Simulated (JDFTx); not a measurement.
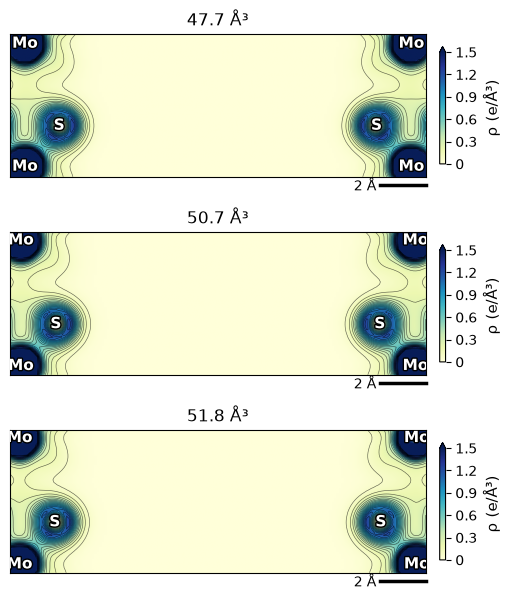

MoS2. The valence charge density (pseudo) of cells scaled evenly to different volumes (given per atom above each panel), on the (110) plane of each (indices in the axes of the cell below), at one length scale and on one colour scale.

A structure from a database of computed crystals, not necessarily the ambient phase.

Method: Kohn-Sham DFT of a periodic cell, PBEsol, PseudoDojo-SR-PBEsol-0.4.1-standard (JDFTx).

In a pseudopotential calculation such maps are meaningful between the atoms, not at the nuclei.

The largest cell:

```
Mo S
1.0
     3.22603    0.00000    0.00000
    -1.61301    2.79382    0.00000
     0.00000    0.00000   17.56271
Mo S
1 2
Cartesian
  0.0000 0.0000 0.0000
  0.0000 1.8626 15.9910
  0.0000 1.8626 1.5717
```

| volume (Å³/atom) | Mo–S contact in the plane (Å) | ρ at its midpoint (e/Å³) | pressure (GPa) | gap on the mesh (eV) | 
| --- | --- | --- | --- | --- |
| 47.69 | 2.356 | 0.663 | 2.4 | 1.91 | 
| 48.71 | 2.373 | ? | ? | ? | 
| 50.73 | 2.405 | 0.608 | −1.1 | 1.73 | 
| 51.75 | 2.421 | 0.591 | −2.1 | 1.68 | 
| 52.76 | 2.437 | 0.575 | −2.9 | 1.63 | 

What values belong in the row with question marks?

Over the known rows ln ρ falls by 1.76 per Å of Mo–S distance (a least-squares line), which gives 0.643 e/Å³ at 2.373 Å; the calculation gives 0.644 e/Å³. For the pressure, a straight line in volume between the neighbouring rows gives 1.2 GPa; the calculation gives 1.1. For the gap on the mesh, a straight line in volume between the neighbouring rows gives 1.85 eV; the calculation gives 1.85.
